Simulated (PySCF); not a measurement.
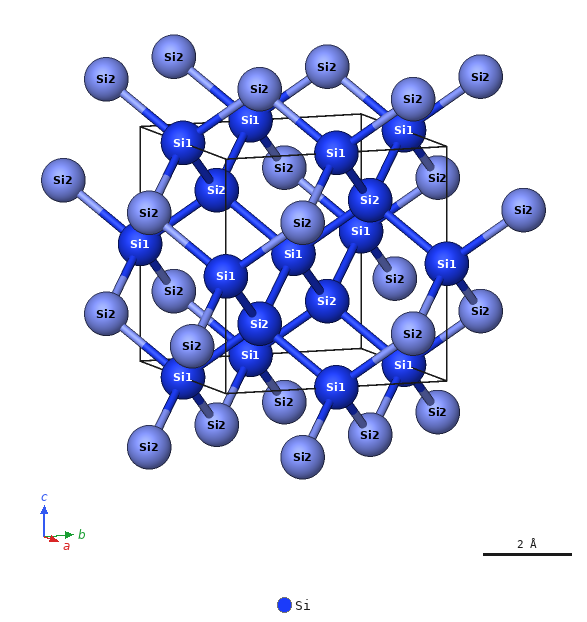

The structure as given in the input (ball-and-stick view of the cell 4 times as large as that of the calculation, set on its symmetry axes, seen slightly off an axis; neighbours outside the cell are drawn fainter; atoms are numbered from 1 in the order of the input). An atom can appear more than once, as a periodic image.

**Run report: Si, single-point calculation**

The run: single-point calculation of Si (2 atoms in the cell). Method and program: Kohn-Sham DFT of a periodic cell in Gaussian orbitals, PBEsol, DZVP-MOLOPT-SR/GTH-PBE, no spin polarisation (PySCF 2.14.0).

The structure derives from a Materials Project entry. Its volume is 0.98 times that of the source entry. It belongs to a series of runs on one base structure; here: volume scaled by 0.98.

**Input file**
```python
import json
import numpy as np
from pyscf.pbc import gto, scf, dft, df
from pyscf.pbc.tools import pyscf_ase
from ase import Atoms

atoms = Atoms(['Si', 'Si'],
              cell=[[0.0, 2.7035831784, 2.7035831784], [2.7035831784, 0.0, 2.7035831784], [2.7035831784, 2.7035831784, 0.0]],
              scaled_positions=[[0.5, 0.5, 0.5], [0.75, 0.75, 0.75]],
              pbc=True)
cell = pyscf_ase.cell_from_ase(atoms)
cell.basis = 'DZVP-MOLOPT-SR-GTH-q4'
cell.pseudo = 'GTH-PBE-q4'
cell.ke_cutoff = 50  # hartree
cell.exp_to_discard = 0.02
cell.precision = 1e-08
cell.max_memory = 5880  # MB
cell.verbose = 4
cell.build()

res = {}
kpts = cell.make_kpts([6, 6, 6])
mf = dft.KRKS(cell, kpts, xc='pbesol')
mf = mf.multigrid_numint()
mf = mf.smearing(sigma=0.00183747, method='fermi')  # hartree
mf.conv_tol = 1e-07
mf.max_cycle = 60

atoms.calc = pyscf_ase.PySCF(method=mf)
print('ASE energy = %.8f eV' % atoms.get_potential_energy())
mf = atoms.calc.method_scan
res.update(converged=bool(mf.converged), e_tot=mf.e_tot, nelec=cell.nelectron, nao=cell.nao, mesh=list(map(int, cell.mesh)), a=cell.lattice_vectors().tolist(), coords=cell.atom_coords().tolist(),
           mo_energy=[np.real(x).tolist() for x in mf.mo_energy], mo_occ=[np.real(x).tolist() for x in mf.mo_occ])
res.update(e_free=mf.e_free, e_zero=mf.e_zero)
res.update(kpts=cell.get_scaled_kpts(kpts).tolist())
res['parts'] = {k: float(np.real(v)) for k, v in mf.scf_summary.items() if np.isscalar(v)}
json.dump(res, open('results.json', 'w'))
if not mf.converged:
    raise SystemExit('SCF not converged')

print('levels (eV)')
for i, kp in enumerate(res['kpts'][:40]):
    print('k %7.4f %7.4f %7.4f  ' % tuple(kp), ' '.join('%.3f' % (x * 27.211386) for x in res['mo_energy'][i][:9]))

# Mulliken populations
dm, s = np.asarray(mf.make_rdm1()), np.asarray(mf.get_ovlp())
sites = cell.aoslice_by_atom()[:, 2:]
tot = np.einsum('kij,kji->i', dm, s).real / len(kpts)
res['mulliken'] = [cell.atom_charge(i) - tot[a0:a1].sum() for i, (a0, a1) in enumerate(sites)]
print('Mulliken charges', np.round(res['mulliken'], 5))
res['done'] = True
json.dump(res, open('results.json', 'w'))
```

Command:
```bash
OMP_NUM_THREADS=4 python -u run.py > log
```

**Output**
```
Discarded 0 diffused primitive functions, 0 contracted functions

PySCF version 2.14.0

[INPUT] verbose = 4
[INPUT] num. atoms = 2
[INPUT] num. electrons = 8
[INPUT] charge = 0
[INPUT] spin (= nelec alpha-beta = 2S) = 0
[INPUT] symmetry False subgroup None
[INPUT] Mole.unit = angstrom
[INPUT] Symbol           X                Y                Z      unit          X                Y                Z       unit  Magmom
[INPUT]  1 Si     2.703583178400   2.703583178400   2.703583178400 AA    5.109031762157   5.109031762157   5.109031762157 Bohr   0.0
[INPUT]  2 Si     4.055374767600   4.055374767600   4.055374767600 AA    7.663547643236   7.663547643236   7.663547643236 Bohr   0.0

nuclear repulsion = -8.43494156218348
number of shells = 6
number of NR pGTOs = 72
number of NR cGTOs = 26
basis = DZVP-MOLOPT-SR-GTH-q4
ecp = {}
lattice vectors  a1 [0.000000000, 5.109031762, 5.109031762]
                 a2 [5.109031762, 0.000000000, 5.109031762]
                 a3 [5.109031762, 5.109031762, 0.000000000]
dimension = 3
low_dim_ft_type = None
Cell volume = 266.714
exp_to_discard = 0.02
rcut = 26.387083439391 (nimgs = [5 5 5])
precision = 1e-08
pseudo = GTH-PBE-q4
ke_cutoff = 50
    = [25 25 25] mesh (15625 PWs)
Create scanner for <class 'pyscf.pbc.scf.smearing.SmearingKRKS'>
Set new lattice vectors
[[0.         2.70358318 2.70358318]
 [2.70358318 0.         2.70358318]
 [2.70358318 2.70358318 0.        ]]
New geometry
   1 Si     2.703583178400   2.703583178400   2.703583178400 AA    5.109031762157   5.109031762157   5.109031762157 Bohr
   2 Si     4.055374767600   4.055374767600   4.055374767600 AA    7.663547643236   7.663547643236   7.663547643236 Bohr
Discarded 0 diffused primitive functions, 0 contracted functions

******** <class 'pyscf.scf.hf.SmearingKRKS_Scanner'> ********
method = SmearingKRKS_Scanner
initial guess = minao
damping factor = 0
level_shift factor = 0
DIIS = <class 'pyscf.scf.diis.CDIIS'>
diis_start_cycle = 1
diis_space = 8
diis_damp = 0
SCF conv_tol = 1e-07
SCF conv_tol_grad = None
SCF max_cycles = 60
direct_scf = True
direct_scf_tol = 1e-13

******** PBC SCF flags ********
N kpts = 216
Exchange divergence treatment (exxdiv) = ewald
    madelung (= occupied orbital energy shift) = 0.07478361014302409
    Total energy shift due to Ewald probe charge = -1/2 * Nelec*madelung = -0.299134440572
Smearing method = fermi
DF object = <pyscf.pbc.df.fft.FFTDF object>
XC functionals = pbesol
small_rho_cutoff = 0
Uniform grid, mesh = [25 25 25]
Set gradient conv threshold to 0.000316228
nelec by numeric integration = 7.999999999999997
init E= -7.7876754553831
    sigma = 0.00183747  Optimized mu = 0.248510846553  entropy = 0.00349271238772
nelec by numeric integration = 8.00000000000001
    Total E(T) = -7.85505421190165  Free energy = -7.85506062965588  E0 = -7.85505742077876
cycle= 1 E= -7.85505421190165  delta_E= -0.0674  |g|= 0.288  |ddm|= 36.8
    sigma = 0.00183747  Optimized mu = 0.243282178619  entropy = 0.00120208844894
nelec by numeric integration = 8.00000000000001
    Total E(T) = -7.85528060283909  Free energy = -7.85528281164055  E0 = -7.85528170723982
cycle= 2 E= -7.85528060283909  delta_E= -0.000226  |g|= 0.0664  |ddm|= 1.15
    sigma = 0.00183747  Optimized mu = 0.244613953074  entropy = 0.00163543846592
nelec by numeric integration = 8.000000000000009
    Total E(T) = -7.85530033206605  Free energy = -7.85530333713517  E0 = -7.85530183460061
cycle= 3 E= -7.85530033206605  delta_E= -1.97e-05  |g|= 0.0029  |ddm|= 0.251
    sigma = 0.00183747  Optimized mu = 0.244549945221  entropy = 0.00161422979842
nelec by numeric integration = 8.00000000000001
    Total E(T) = -7.85530040944792  Free energy = -7.85530337554675  E0 = -7.85530189249733
cycle= 4 E= -7.85530040944792  delta_E= -7.74e-08  |g|= 0.00015  |ddm|= 0.0103
    sigma = 0.00183747  Optimized mu = 0.244550357205  entropy = 0.00161438303448
nelec by numeric integration = 8.000000000000009
    Total E(T) = -7.85530040916741  Free energy = -7.8553033755478  E0 = -7.85530189235761
Extra cycle  E= -7.85530040916741  delta_E= 2.81e-10  |g|= 0.000149  |ddm|= 0.000624
converged SCF energy = -7.85530040916741
ASE energy = -213.75361174 eV
levels (eV)
k  0.0000  0.0000  0.0000   -5.707 6.379 6.379 6.379 8.943 8.943 8.943 9.990 14.747
k -0.0000 -0.0000  0.1667   -5.344 3.962 5.922 5.922 8.756 9.612 9.612 12.103 14.210
k -0.0000 -0.0000  0.3333   -4.310 0.962 5.370 5.370 8.146 9.914 9.914 15.247 15.247
k  0.0000  0.0000  0.5000   -3.325 -0.713 5.173 5.173 7.910 9.729 9.729 17.305 17.919
k -0.0000 -0.0000  0.6667   -4.310 0.962 5.370 5.370 8.146 9.914 9.914 15.247 15.247
k  0.0000  0.0000  0.8333   -5.344 3.962 5.922 5.922 8.756 9.612 9.612 12.103 14.210
k  0.0000  0.1667 -0.0000   -5.344 3.962 5.922 5.922 8.756 9.612 9.612 12.103 14.210
k -0.0000  0.1667  0.1667   -5.220 4.340 5.156 5.156 8.037 10.786 10.786 11.039 13.450
k -0.0000  0.1667  0.3333   -4.391 1.895 4.344 4.598 8.313 10.664 11.056 11.566 16.010
k  0.0000  0.1667  0.5000   -3.170 -0.324 3.543 4.574 8.388 10.566 11.104 13.284 17.415
k  0.0000  0.1667  0.6667   -3.566 0.291 3.260 5.067 8.818 10.594 10.680 14.269 14.413
k  0.0000  0.1667  0.8333   -4.747 2.626 3.897 5.816 9.450 9.969 10.254 12.582 13.078
k  0.0000  0.3333 -0.0000   -4.310 0.962 5.370 5.370 8.146 9.914 9.914 15.247 15.247
k  0.0000  0.3333  0.1667   -4.391 1.895 4.344 4.598 8.313 10.664 11.056 11.566 16.010
k -0.0000  0.3333  0.3333   -3.778 1.341 3.914 3.914 7.017 8.384 13.833 13.833 16.688
k  0.0000  0.3333  0.5000   -2.592 -0.234 2.644 3.777 7.351 9.138 14.099 14.164 17.655
k -0.0000  0.3333  0.6667   -2.383 -0.450 1.834 4.230 7.868 12.478 13.056 13.697 14.207
k -0.0000  0.3333  0.8333   -3.566 0.291 3.260 5.067 8.818 10.594 10.680 14.269 14.413
k -0.0000  0.5000  0.0000   -3.325 -0.713 5.173 5.173 7.910 9.729 9.729 17.305 17.919
k -0.0000  0.5000  0.1667   -3.170 -0.324 3.543 4.574 8.388 10.566 11.104 13.284 17.415
k -0.0000  0.5000  0.3333   -2.592 -0.234 2.644 3.777 7.351 9.138 14.099 14.164 17.655
k  0.0000  0.5000  0.5000   -1.503 -1.503 3.474 3.474 6.986 6.986 16.803 16.803 18.088
k -0.0000  0.5000  0.6667   -2.592 -0.234 2.644 3.777 7.351 9.138 14.099 14.164 17.655
k  0.0000  0.5000  0.8333   -3.170 -0.324 3.543 4.574 8.388 10.566 11.104 13.284 17.415
k  0.0000  0.6667 -0.0000   -4.310 0.962 5.370 5.370 8.146 9.914 9.914 15.247 15.247
k -0.0000  0.6667  0.1667   -3.566 0.291 3.260 5.067 8.818 10.594 10.680 14.269 14.413
k  0.0000  0.6667  0.3333   -2.383 -0.450 1.834 4.230 7.868 12.478 13.056 13.697 14.207
k  0.0000  0.6667  0.5000   -2.592 -0.234 2.644 3.777 7.351 9.138 14.099 14.164 17.655
k -0.0000  0.6667  0.6667   -3.778 1.341 3.914 3.914 7.017 8.384 13.833 13.833 16.688
k  0.0000  0.6667  0.8333   -4.391 1.895 4.344 4.598 8.313 10.664 11.056 11.566 16.010
k -0.0000  0.8333  0.0000   -5.344 3.962 5.922 5.922 8.756 9.612 9.612 12.103 14.210
k -0.0000  0.8333  0.1667   -4.747 2.626 3.897 5.816 9.450 9.969 10.254 12.582 13.078
k  0.0000  0.8333  0.3333   -3.566 0.291 3.260 5.067 8.818 10.594 10.680 14.269 14.413
k -0.0000  0.8333  0.5000   -3.170 -0.324 3.543 4.574 8.388 10.566 11.104 13.284 17.415
k -0.0000  0.8333  0.6667   -4.391 1.895 4.344 4.598 8.313 10.664 11.056 11.566 16.010
k  0.0000  0.8333  0.8333   -5.220 4.340 5.156 5.156 8.037 10.786 10.786 11.039 13.450
k  0.1667  0.0000  0.0000   -5.344 3.962 5.922 5.922 8.756 9.612 9.612 12.103 14.210
k  0.1667 -0.0000  0.1667   -5.220 4.340 5.156 5.156 8.037 10.786 10.786 11.039 13.450
k  0.1667 -0.0000  0.3333   -4.391 1.895 4.344 4.598 8.313 10.664 11.056 11.566 16.010
k  0.1667  0.0000  0.5000   -3.170 -0.324 3.543 4.574 8.388 10.566 11.104 13.284 17.415
Mulliken charges [ 0.00003 -0.00003]
```

**Key numbers**

```tsv
quantity	value
outcome	converged
space group (tolerance 0.01 Å)	Fd-3m (227)
electrons treated	8
free energy	−213.7537 eV
total energy	−213.7536 eV
Fermi energy	6.655 eV
gap on the k-point mesh	0.61 eV
hardware	4 threads of AMD EPYC (Zen 3), 189 GiB of memory available, shared host
wall time	81 s (CPU time 4.5 min)
peak memory	1.5 GiB
```
